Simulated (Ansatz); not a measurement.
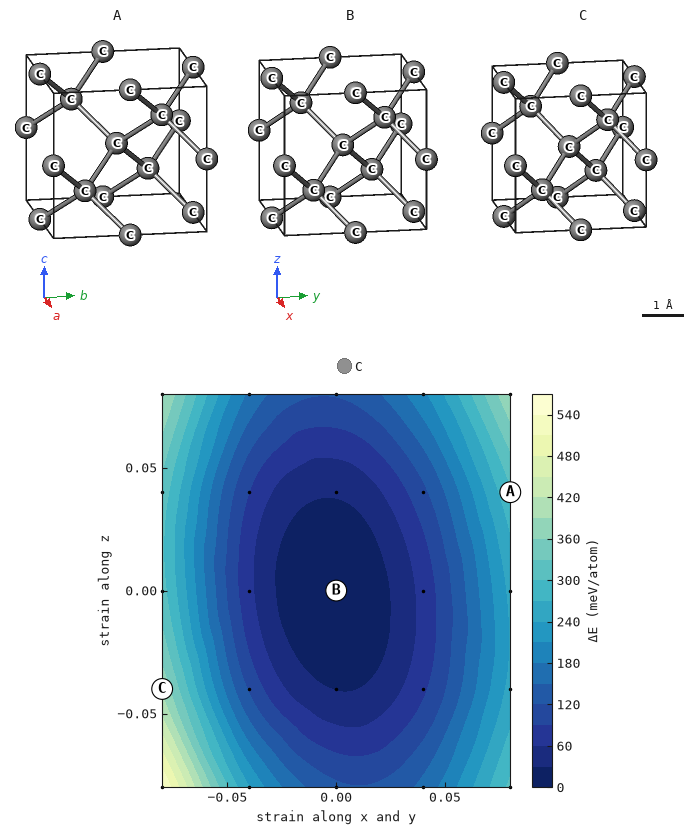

A scan of crystalline C (Fd-3m): the cell is strained equally along x and y and separately along z, with the atoms kept at their fractional coordinates. x, y and z are the Cartesian axes of the input. The map is interpolated between the computed points (dots). The lettered frames are marked on it. The picture is a ball-and-stick view of the conventional cell (4 times the calculation's cell), seen slightly off an axis. Lengths and directions refer to the drawn axes.

Theory: DFT r2SCAN, scalar-relativistic, plane waves, PAW (Ansatz 0.2.0). Set-up: plane-wave cutoff 500 eV; k-point mesh 12 × 12 × 12; occupations gaussian; smearing width 0.05 eV; no spin polarisation. Energies (free energies at the smearing named) are counted from the cell as listed in its source, which wasn't relaxed.

What does the map show?

In pairs of (strain along x and y; strain along z): the lowest computed point lies at (0.000, 0.000) (0 meV/atom), the highest at (−0.080, −0.080) (541 meV/atom). The valley is tilted: raising the in-plane strain is made harder by raising the strain along z (cross term 0.14 of the geometric mean of the two curvatures). Over the ranges scanned the energy rises more along the first axis, the in-plane strain. The pressure runs from −68.2 GPa at (0.080, 0.080) to 170.9 GPa at (−0.080, −0.080). The frames lie at A (0.080, 0.040): 295 meV/atom, B (0.000, 0.000): 0 meV/atom, C (−0.080, −0.040): 383 meV/atom.

The computed points:

Rows: strain along x and y; columns: strain along z; values in meV/atom.

```tsv
	−0.080	−0.040	0.000	0.040	0.080
−0.080	541	383	312	318	393
−0.040	241	116	68	90	174
0.000	127	29	0	34	123
0.040	160	84	70	112	204
0.080	307	250	247	295	387
```
